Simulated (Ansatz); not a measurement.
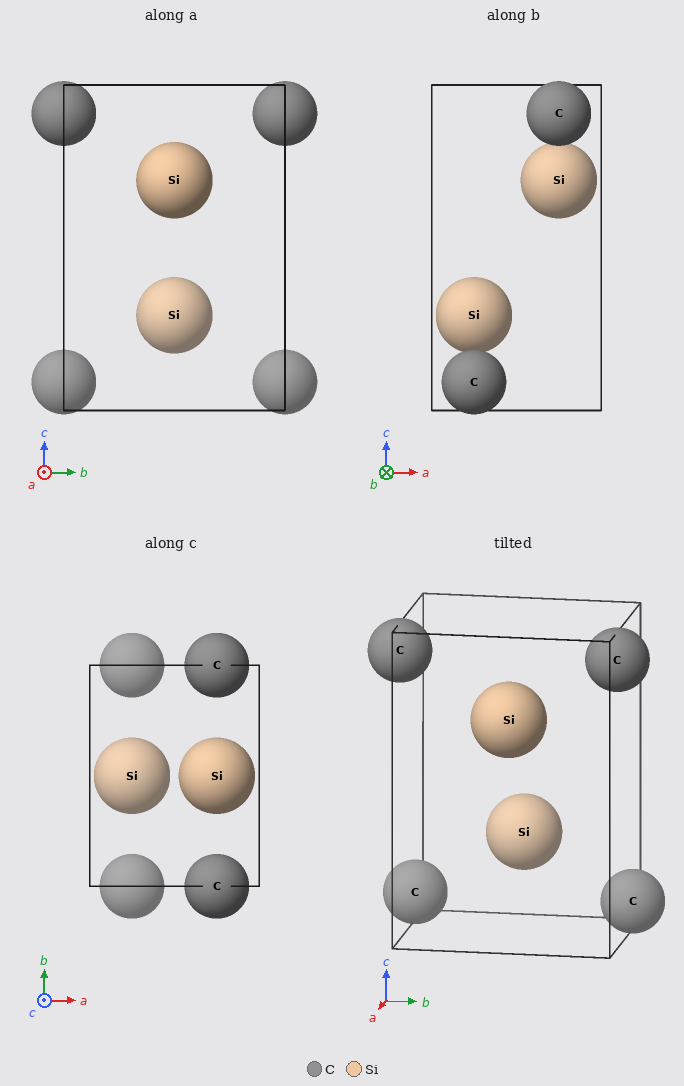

Shown here is a spheres-only view of the crystal, taken along the a axis, along the b axis, along the c axis and slightly off an axis. The wireframe shows the conventional unit cell.

Lattice parameters: a = 2.577 Å, b = 3.357 Å, c = 4.941 Å, α = 90.00°, β = 90.00°, γ = 90.00°. Put a along x and b in the xy plane.

### Write down what is shown as a POSCAR file, with free fractional coordinates to two decimals.

```
C Si
1.0
     2.577    0.000    0.000
     0.000    3.357    0.000
     0.000    0.000    4.941
C Si
2 2
Direct
  0.75 0.00 0.91
  0.25 0.00 0.09
  0.25 0.50 0.29
  0.75 0.50 0.71
```

The initial geometry was a structure type filled with these elements by a generator (whether the compound takes this form wasn't checked). Earlier steps of the study, as a rule a relaxation of our own, may have changed the cell and positions, so they can lie some per cent off the listed ones. It was run through Ansatz as a DFT input.

At this level of theory the run's own cell isn't at rest (forces up to 3.8 eV/Å), so its distances can differ from those at equilibrium, the more so the softer the solid.
